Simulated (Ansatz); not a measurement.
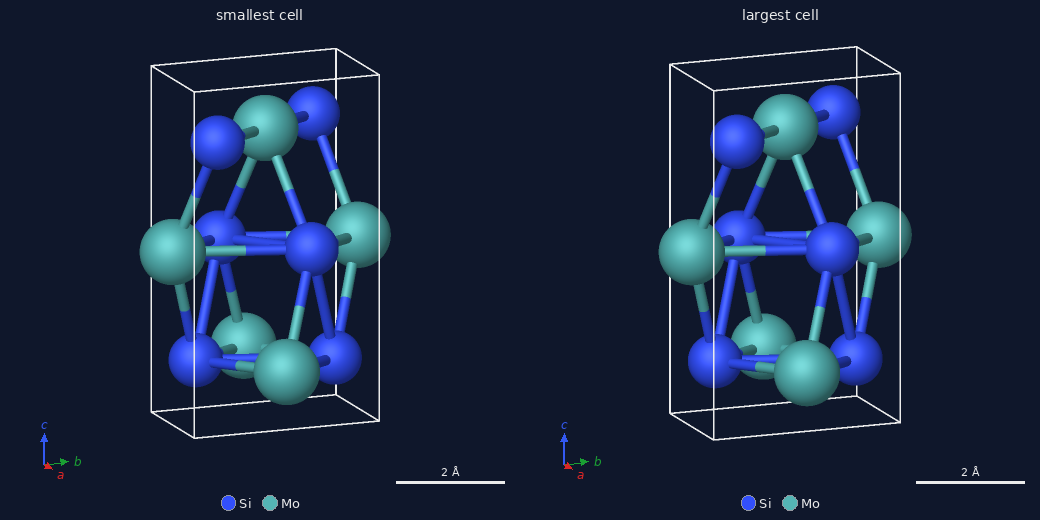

Si₂Mo, space group P6₂22 (No. 180), relaxed (cell and atoms, zero pressure) with four choices of dispersion term on top of PBEsol; the smallest and the largest of the relaxed conventional cells are drawn to one scale (sticks follow a distance rule). The start was a structure listed in the Materials Project. Other forms of this composition are known.

Alike in all runs: Ansatz 0.2.0; functional PBEsol; potentials Ansatz PAW; cutoff 420 eV; k mesh 7 × 7 × 4 on the run's cell of 9 atoms; occupations fermi-dirac, width 0.05 eV; no spin polarisation; no spin-orbit coupling.

| level | volume (Å³/atom) | a (Å) | c (Å) | gap (eV) |
| --- | --- | --- | --- | --- |
| D3(BJ)-ATM | 12.91 | 4.536 | 6.520 | 0.26 |
| D4 | 13.01 | 4.548 | 6.535 | 0.26 |
| none | 13.22 | 4.575 | 6.566 | 0.26 |
| D3(BJ) | ? | ? | ? | ? |

**What does D3(BJ) give?**

Volume 12.84 Å³/atom; a 4.527 Å; c 6.509 Å; gap 0.25 eV. That is the smallest volume of all.

**Order the levels by the relaxed volume, smallest first.**

D3(BJ) (12.84 Å³/atom), D3(BJ)-ATM (12.91 Å³/atom), D4 (13.01 Å³/atom), none (13.22 Å³/atom). Rows within a few tenths of a per cent can't be told apart.

Gaps are the least found on the k-mesh, which misses some points of high symmetry; where the band edges lie there, the true gap is smaller, at times by an eV.

Caveat: the plane-wave basis is chosen anew once the cell has moved, so the energies of steps on either side of that aren't comparable; semilocal functionals give gaps below the measured ones; gaps of a few tenths of an eV or less are fragile: at this level of theory the bands may already be inverted off the mesh, while measured gaps, where the compound is known, are often wider than semilocal functionals give.
